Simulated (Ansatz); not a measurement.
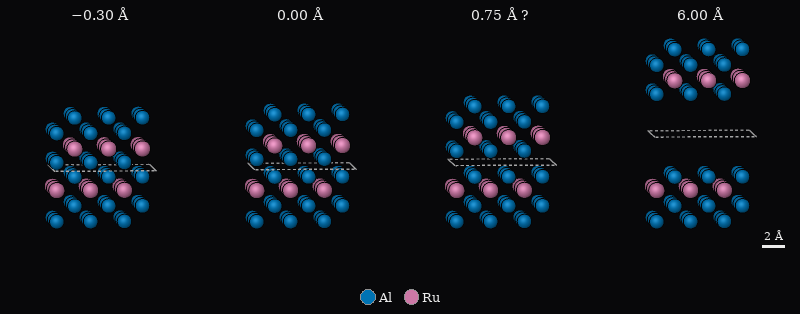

Energy scan for a crystal of Al₂Ru (I4/mmm), in which the crystal is pulled apart rigidly along the normal of the (0 0 1) plane of the conventional cell, at a cut between a plane of Al below and one of Al above, 1.53 Å apart. One cut stands in each cell, which starts 16.8 Å high; nothing is relaxed, and the dashed outline marks the cut. A spheres-only model of the layers on both sides of the cut, seen from the side, nearly along the cut plane.

All numbers below come from Ansatz, DFT PBEsol, scalar-relativistic, plane waves, PAW. (plane-wave cutoff 420 eV; k-point mesh 15 × 15 × 3; occupations gaussian; smearing width 0.15 eV; no spin polarisation). Energies (free energies at the smearing named) are counted from the relaxed crystal.

```
opening (Å)  ΔE per area (J/m²)
      −0.30               0.490
      −0.15               0.104
       0.00               0.000
       0.25               0.198
       0.50               0.636
       0.75                   ?
       1.00               1.650
       1.50               2.437
       2.00               2.938
       3.00               3.394
       4.50               3.552
       6.00               3.562
```

### Estimate the missing energy from the other rows, and compare with the calculation.

A straight line between the two neighbours gives 1.143 J/m². A cubic through the four nearest rows (0.25, 0.50, 1.00, 1.50) gives, with Lagrange weights, (−0.2000)(0.198) + (0.7500)(0.636) + (0.5000)(1.650) + (−0.0500)(2.437) = 1.141 J/m². The calculation gives 1.152 J/m², so the cubic is 0.011 J/m² too low and the straight line 0.009 J/m² too low, as the curve bends downwards here.

The whole profile:

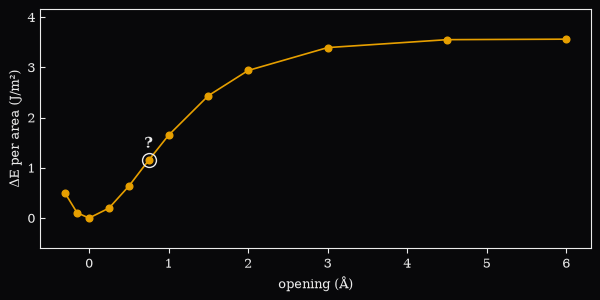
